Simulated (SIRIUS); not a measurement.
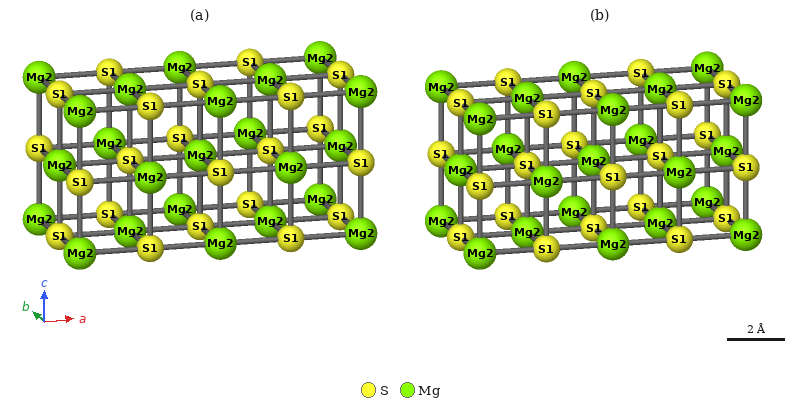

The structure of a crystal of MgS (set up in Fm-3m) (coarse preliminary run) before (left) and after (right) a relaxation, at one scale.

Style: ball-and-stick. Shown: the conventional cell (4 times the calculation's cell), repeated 2 × 1 × 1 with one cell outlined, slightly off an axis. Lengths and directions refer to the drawn axes.

The run lets cell and atoms move.

These are results of Kohn-Sham DFT of a periodic cell, PBE, dojo-sr-PBE-0.4.1-standard (SIRIUS), not measurements. Set-up: plane-wave cutoff 1152 eV; k-point mesh 4 × 4 × 4; occupations fermi-dirac; smearing width 0.05 eV; target pressure 20 GPa; optimiser BFGS; no spin polarisation.

> Summarise the run.

No atom moves by more than 0.005 Å relative to the cell. The volume changes by −15.2 %, with a = b = c 5.203 → 4.925 Å (−5.4 %). Among the contacts that change: S1–Mg2 2.602 → 2.462 Å. The space group stays Fm-3m (No. 225). Over 4 geometry steps the energy rises by 161 meV per atom. With the target pressure of 20 GPa, the enthalpy E + pV changes by −174 meV per atom. All forces vanish by symmetry, so only the cell relaxes. Pressure: 1.59 GPa at the start and 20.00 GPa at the end. The run took 49 s on 1 thread of Arm Neoverse V2, with other jobs on the host, peak memory 0.18 GiB.
